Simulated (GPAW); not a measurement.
BN (space group R3m, No. 160). Coordinates: a cell listed in the Materials Project, as set up for an electronic-structure calculation.

```yaml
crystal:
  lattice:
    - [2.50224, 0.00000, 0.00000]
    - [-1.25112, 2.16701, 0.00000]
    - [0.00000, 0.00000, 10.11880]
  atoms:
    - { symbol: N, position: [0.66667, 0.33333, 0.00057] }
    - { symbol: B, position: [0.00000, 0.00000, 0.00033] }
    - { symbol: N, position: [0.33333, 0.66667, 0.33390] }
    - { symbol: B, position: [0.66667, 0.33333, 0.33366] }
    - { symbol: N, position: [0.00000, 0.00000, 0.66724] }
    - { symbol: B, position: [0.33333, 0.66667, 0.66700] }
```

Describe how the polyhedra about B are linked (bonds: B–N below 1.6 Å).

B: BN3 triangle, sharing corners with six neighbours.

They form layers of corner-sharing triangles parallel to (001).

Centre to centre across a shared corner: 2.50 Å.

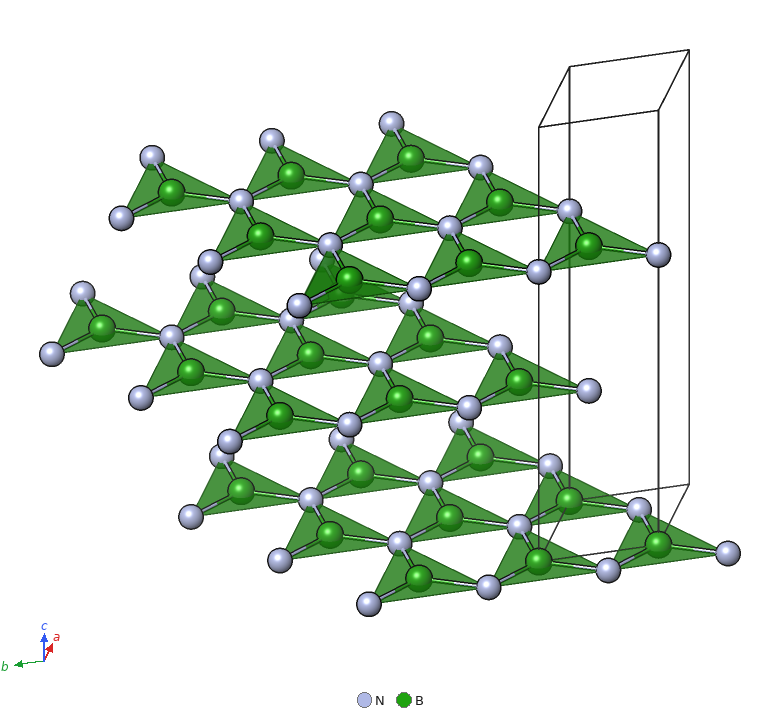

Polyhedra are drawn about B (bonds: B–N below 1.6 Å); other atoms are plain spheres.
